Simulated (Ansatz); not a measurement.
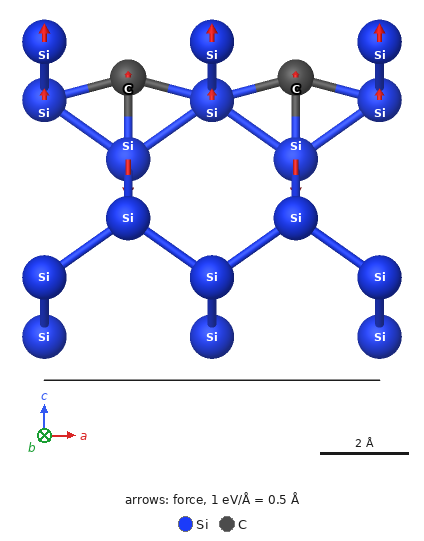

Starting geometry of a slab of composition Si₆C (cut from the Fd-3m phase) with the computed forces as red arrows. The picture is a ball-and-stick view of the 2 × 2 repeat of the cell, outlined in the plane, without the vacuum, seen along the b axis.

Case: C put at a hollow Si-Si site. The slab is the (1 0 0) face of Si with C on it. 3 atoms are held fixed.

Computed with Ansatz 0.2.0, DFT PBEsol, scalar-relativistic, plane waves, PAW.

Input file:
```yaml
crystal:
  lattice:
    - [3.8417168285, 0.0, 0.0]
    - [0.0, 3.8417168285, 0.0]
    - [0.0, 0.0, 25.7912600521]
  atoms:
    - { symbol: Si, position: [0.0, 0.5, 0.3295690084] }
    - { symbol: Si, position: [0.0, 0.0, 0.3822322752] }
    - { symbol: Si, position: [0.5, 0.0, 0.4348955421] }
    - { symbol: Si, position: [0.5, 0.5, 0.4872505114] }
    - { symbol: Si, position: [0.0, 0.5, 0.5400001596] }
    - { symbol: Si, position: [0.0, 0.0, 0.5916358883] }
    - { symbol: C, position: [0.5, 0.5, 0.5598421722], spin: 2.0 }
basis:
  ecutwfc: 420
kpoints:
  mp_grid: { grid: [8, 8, 1] }
hamiltonian:
  xc: pbesol
scf:
  occupations: { method: gaussian, width: 0.05 }
output:
  forces: true
  eigenvalues: true
  populations: true
  write_density: true
  write_potential: true
  elf: true
  volumetric_format: npy
magnetization:
  spin_polarized: true
relax:
  adjacent_minimum: "off"
  f_tol: 0.03
  max_steps: 70
  constraints: [{ sites: [0, 1, 2] }]
efield:
  axis: 3
  dipole_correction: true
  ramp_width: 0.04
```

Command:
```bash
ansatz run input.yaml --threads 1 --pin off --max-ram 2560MiB --backend cpu --events-out ev --progress --plain --runs-dir out
```

### Is this structure relaxed? If not, where do the atoms go?

It isn't relaxed: the largest force vector, on Si4, is 1.78 eV/Å. The final displacements follow the starting forces only in part (cosine between the two patterns 0.56). The atom that moves furthest is Si6 (0.31 Å along the normal (+c)). By element the largest moves are Si 0.31 Å, C 0.02 Å. The cell stays as it was. Among the contacts that change: Si4–Si5 2.354 → 2.516 Å, Si4–C7 1.872 → 1.925 Å, Si5–C7 1.988 → 1.944 Å, Si5–Si6 2.337 → 2.381 Å. Bond angles that change, for instance: C7–Si5–C7 150.2° → 162.3°, Si5–C7–Si5 150.2° → 162.3°, Si4–Si5–C7 159.6° → 148.6°. Over 4 geometry steps the energy falls by 0.208 eV per cell of the calculation. The largest force component goes from 1.8 to 0.026 eV/Å. The program noted that the starting moments weren't kept.

Limits of the set-up: the periodic images lie only 3.8 Å apart, so the values are limited by the cell's size.
